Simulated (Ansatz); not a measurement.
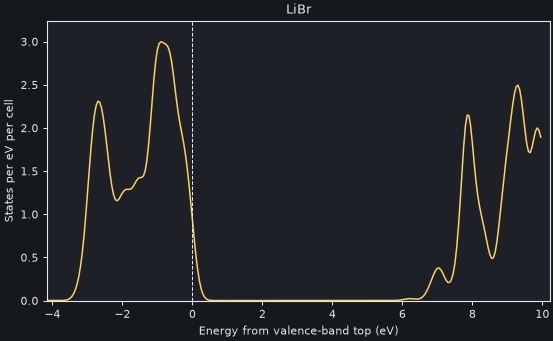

Density of states. Energies are counted from the top of the valence band. The curve is built from the levels of the k mesh with Gaussians 0.4 eV wide, which also blur the band edges.

Input of the run:

```
crystal:
  lattice:
    - [0.0, 2.7395650495, 2.7395650495]
    - [2.7395650495, 0.0, 2.7395650495]
    - [2.7395650495, 2.7395650495, 0.0]
  atoms:
    - { symbol: Li, position: [0.0, 0.0, 0.0] }
    - { symbol: Br, position: [0.5, 0.5, 0.5] }
kpoints:
  mp_grid: { grid: [6, 6, 6] }
  band_path:
    path:
      - [0.0, 0.0, 0.0]
      - [0.5, 0.0, 0.5]
      - [0.625, 0.25, 0.625]
      - [0.375, 0.375, 0.75]
      - [0.5, 0.5, 0.5]
      - [0.5, 0.25, 0.75]
      - [-0.083333, 0.0, 0.083333]
    npoints: 1
hamiltonian:
  xc: hse06
scf:
  occupations: { method: fixed }
  n_extra_bands: 4
output:
  forces: true
  stress: true
  eigenvalues: true
```

Launched with:
```bash
ansatz run input.yaml --threads 2 --pin off --max-ram 2211MiB --backend cpu --events-out ev --progress --plain --runs-dir out
```

> Metal or insulator, going by the density of states?

There is a gap; over the k points computed it is 6.21 eV (direct among those points).

> How wide is the upper valence band?

The upper group of valence states starts about 3.2 eV under the valence-band top, with a gap beneath it; it holds about 6 electrons a cell.

> Where is the tallest peak of the filled states in the window?

Within the window shown, the tallest peak of the filled states lies 0.9 eV under the valence-band top, at about 3 states per eV and cell.
